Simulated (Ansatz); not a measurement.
Consider V$_{2}$N$_{3}$.

The calculation's input:

```
crystal:
  lattice:
    - [2.8061402315, 0.0, 0.0]
    - [-1.4030701158, 2.430188727, 0.0]
    - [0.0, 0.0, 6.2179631061]
  atoms:
    - { symbol: V, position: [0.6666666667, 0.3333333333, 0.2990993926], spin: 0.42 }
    - { symbol: V, position: [0.3333333333, 0.6666666667, 0.7009006074], spin: 0.42 }
    - { symbol: "N", position: [0.0, 0.0, 0.5] }
    - { symbol: "N", position: [0.0, 0.0, 0.1078822975] }
    - { symbol: "N", position: [0.0, 0.0, 0.8921177025] }
basis:
  ecutwfc: 500
kpoints:
  mp_grid: { grid: [24, 24, 10] }
hamiltonian:
  xc: r2scan
scf:
  occupations: { method: gaussian, width: 0.15 }
output:
  forces: true
  stress: true
  eigenvalues: true
  populations: true
  write_density: true
  write_potential: true
  elf: true
  volumetric_format: npy
magnetization:
  spin_polarized: true
```

Command:

```sh
ansatz run input.yaml --threads 1 --pin off --max-ram 2560MiB --backend cpu --events-out ev --progress --plain --runs-dir out
```

Below, planes, directions and counts refer to the conventional cell (a = 2.81 Å, b = 2.81 Å, c = 6.22 Å, α = 90.00°, β = 90.00°, γ = 120.00°).

Space group P-3m1; a structure from a database of computed crystals, not necessarily the ambient phase; spin-polarised.

Theory: DFT r2SCAN, scalar-relativistic, plane waves, PAW in Ansatz.

**Predict the valence pseudo-density, electron localisation function and spin density between the atoms.**

N–N (1.34 Å): ρ is about 2.5 e/Å³ halfway; the ELF peaks at about 0.85 between the atoms.
V–N (2.01 Å): ρ is about 0.7 e/Å³ halfway; the ELF peaks at about 0.85 in the valence shell of N, 0.7 Å from its nucleus, and is about 0.30 at the midpoint; no localised pair shows between them.
The spin density sits on V: +0.4 μB (×2) in one cell of 5 atoms: parallel main moments (a ferromagnetic arrangement) in this solution. The cell of the calculation (5 atoms) carries 0.9 μB of net spin moment.

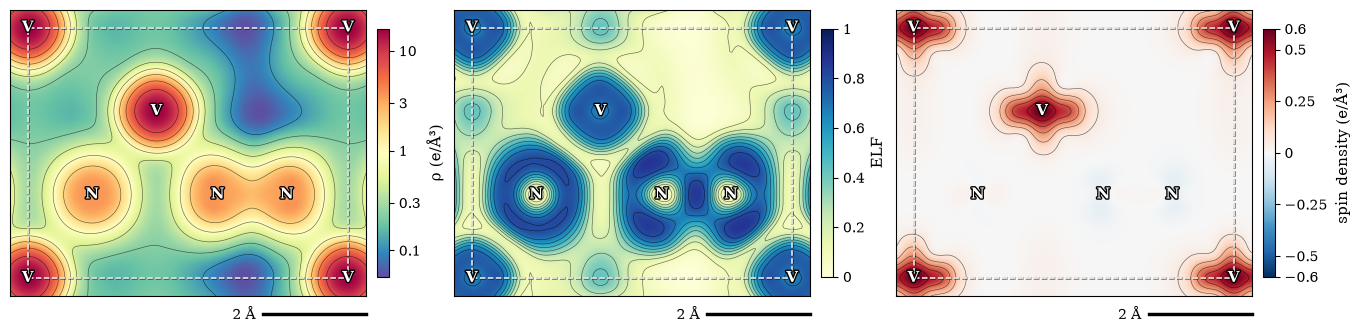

Computed valence pseudo-density, electron localisation function and spin density on the (110) plane of the conventional cell, in this order. 

In a PAW calculation such maps are meaningful between the atoms, not at the nuclei.
